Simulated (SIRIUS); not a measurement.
## A series of single points on Ta

System: Ta (P6₃/mmc, 2 atoms in the cell).
Method: Kohn-Sham DFT of a periodic cell, PBE, dojo-sr-pbe-0.4.1-standard, no spin polarisation (SIRIUS 7.10.0).

The 7 runs differ only in the geometry, by an even scaling of the cell at fixed fractional positions. The structure derives from a Materials Project entry.

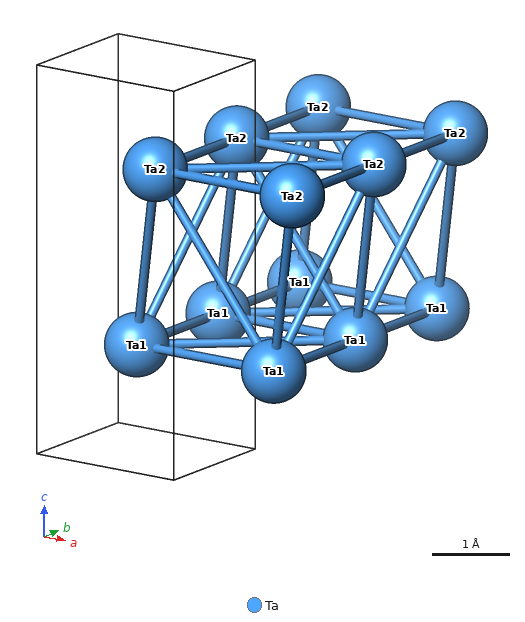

Figure 1. The structure of run 4 (ball-and-stick view of the cell of the calculation, repeated 2 × 3 × 1, seen slightly off an axis; atoms are numbered from 1 in the order of the input). An atom can appear more than once, as a periodic image.

### Input of run 4
```
{
  "control": {
    "processing_unit": "cpu",
    "verbosity": 2,
    "num_bands_to_print": 21,
    "print_forces": true,
    "print_stress": true
  },
  "parameters": {
    "electronic_structure_method": "pseudopotential",
    "xc_functionals": ["XC_GGA_X_PBE", "XC_GGA_C_PBE"],
    "gk_cutoff": 7.7,
    "pw_cutoff": 15.4,
    "ngridk": [11, 11, 5],
    "shiftk": [0, 0, 0],
    "smearing": "fermi_dirac",
    "smearing_width": 0.0018374661,
    "num_bands": 21,
    "num_mag_dims": 0,
    "num_dft_iter": 100,
    "energy_tol": 1e-08,
    "density_tol": 1e-06
  },
  "iterative_solver": {
    "type": "davidson",
    "min_tolerance": 1e-09,
    "tolerance_scale": [0.1, 0.25]
  },
  "mixer": {
    "type": "anderson",
    "beta": 0.7,
    "max_history": 8
  },
  "settings": {
    "tol_ne": 1e-10,
    "pseudo_grid_cutoff": 6.5
  },
  "unit_cell": {
    "lattice_vectors": [
      [1.0, 0.0, 0.0],
      [-0.5, 0.866025403785, 0.0],
      [0.0, 0.0, 1.78124525774]
    ],
    "lattice_vectors_scale": 5.4809088767,
    "atom_coordinate_units": "lattice",
    "atom_types": ["Ta"],
    "atom_files": {
      "Ta": "Ta.json"
    },
    "atoms": {
      "Ta": [
        [0.3333333333, 0.6666666667, 0.25],
        [0.6666666667, 0.3333333333, 0.75]
      ]
    }
  }
}
```

Command:
```bash
upf_to_json Ta.upf
OMP_NUM_THREADS=1 sirius.scf --input=sirius.json --output=out.json --task=0
```

Lattice vectors (Å) and fractional positions of run 4:
```
   2.900372    0.000000    0.000000
  -1.450186    2.511796    0.000000
   0.000000    0.000000    5.166274
Ta  0.333333  0.666667  0.250000
Ta  0.666667  0.333333  0.750000
```

Run 3 has the same physical settings and fractional positions; its lattice vectors (Å) are:
```
   2.880906    0.000000    0.000000
  -1.440453    2.494938    0.000000
   0.000000    0.000000    5.131600
```

### Results, with one run withheld

| run | volume per atom (Å³) | free energy per atom, from the lowest run given (meV) | pressure (GPa) |
| --- | --- | --- | --- |
| 1 | 17.689 | 36.28 | 11.96 |
| 2 | 18.066 | 13.85 | 7.19 |
| 3 | 18.442 | ? | ? |
| 4 | 18.819 | 0.00 | −1.04 |
| 5 | 19.195 | 6.66 | −4.59 |
| 6 | 19.571 | 21.26 | −7.80 |
| 7 | 19.948 | 43.04 | −10.71 |

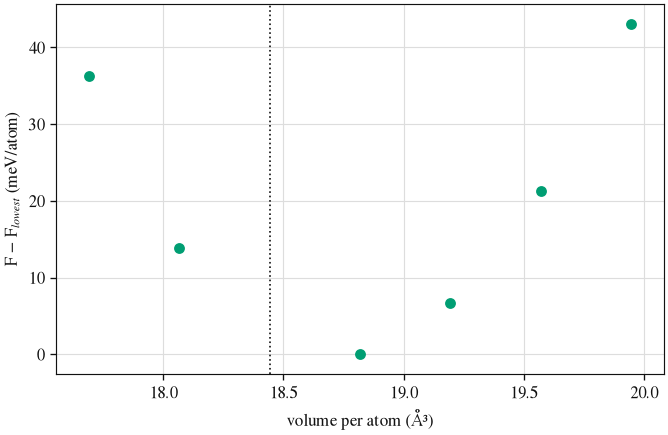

Figure 2. Free energy per atom of the runs given; the dotted line marks run 3.

Fit the runs given and predict run 3.

A cubic polynomial in V^(−2/3) (the Birch–Murnaghan form), fitted to the 6 runs given, misses them by at most 0.02 meV per atom. With x = V^(−2/3) − 0.14117 Å⁻², it reads F = 0.27011 − 1718.5 x + 1.2421e+06 x² − 4.3778e+05 x³ (meV per atom). At run 3 it gives 2.10 meV per atom, and the run itself gives 2.09. The slope of the fit gives a pressure −dF/dV of 2.88 GPa there, and the run prints 2.87 GPa. The fit has its minimum at 18.715 Å³ per atom, where V d²F/dV² gives 190 GPa. Cell shape and fractional positions are held, so this is the stiffness under even scaling; the relaxed bulk modulus wasn't computed.

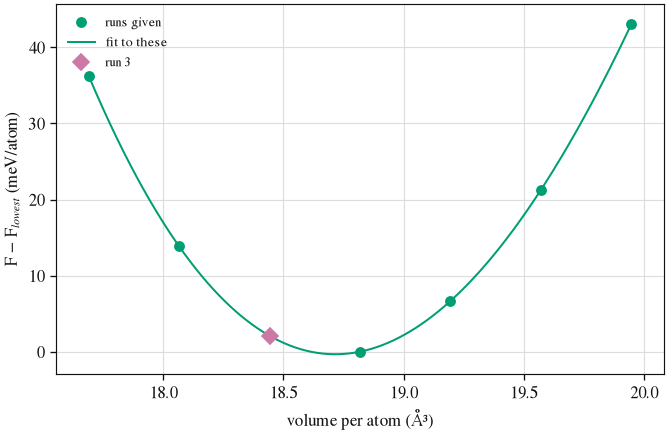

Figure 3. The fit and the withheld run.

### Some lines of the output (run 3)
```
[...]
[find] Efermi                         :       0.67686934
[find] Total energy                   :    -130.18678796 (Ha),    -260.37357593 (Ry)
[find] Free energy (E-TS)             :    -130.18745655 (Ha),    -260.37491310 (Ry)
[find] Efermi                         :       0.67687128
[find] Total energy                   :    -130.18678807 (Ha),    -260.37357615 (Ry)
[find] Free energy (E-TS)             :    -130.18745666 (Ha),    -260.37491332 (Ry)
[find] Efermi                         :       0.67687210
[find] Total energy                   :    -130.18678811 (Ha),    -260.37357622 (Ry)
[find] Free energy (E-TS)             :    -130.18745669 (Ha),    -260.37491339 (Ry)
[find] Total energy                   :    -130.18678812 (Ha),    -260.37357623 (Ry)
[find] Free energy (E-TS)             :    -130.18745670 (Ha),    -260.37491340 (Ry)
[find] Efermi                         :       0.67687163
[find] Total energy                   :    -130.18678812 (Ha),    -260.37357624 (Ry)
[find] Efermi                         :       0.67687120
```

Notes: Spin–orbit coupling is left out, which matters for Ta.
